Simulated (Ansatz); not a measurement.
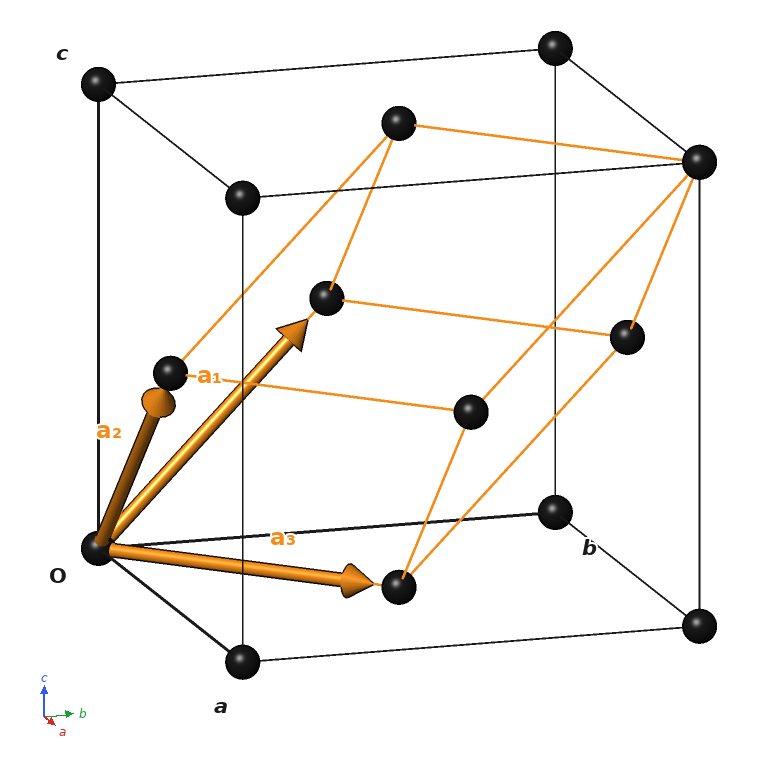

The conventional cell (thin) and a primitive cell (coloured, vectors a₁, a₂, a₃), with the lattice points alone. Crystal: Ru, coordinates from a relaxation with DFT, PBE, PAW with Ansatz's default frozen-core files, scalar-relativistic (Ansatz 0.2.0); the starting structure was generated, so it need not be a known form of this composition. The drawing is computed from the coordinates (standard cell, symmetry found to 0.002 Å).

a = 5.454 Å, b = 5.454 Å, c = 5.454 Å, α = 90.00°, β = 90.00°, γ = 90.00°.

**What is the centring, and how are the primitive vectors built?**

F, face-centred cubic, with lattice points at (0, 0, 0), (1/2, 1/2, 0), (1/2, 0, 1/2), (0, 1/2, 1/2). a₁ = 1/2 b + 1/2 c; a₂ = 1/2 a + 1/2 c; a₃ = 1/2 a + 1/2 b.

**Give the primitive cell's size and content.**

Edges 3.857, 3.857, 3.857 Å; angles 60.00°, 60.00°, 60.00°; volume 40.56 Å³, 1/4 of the conventional cell; 2 of its 8 atoms.
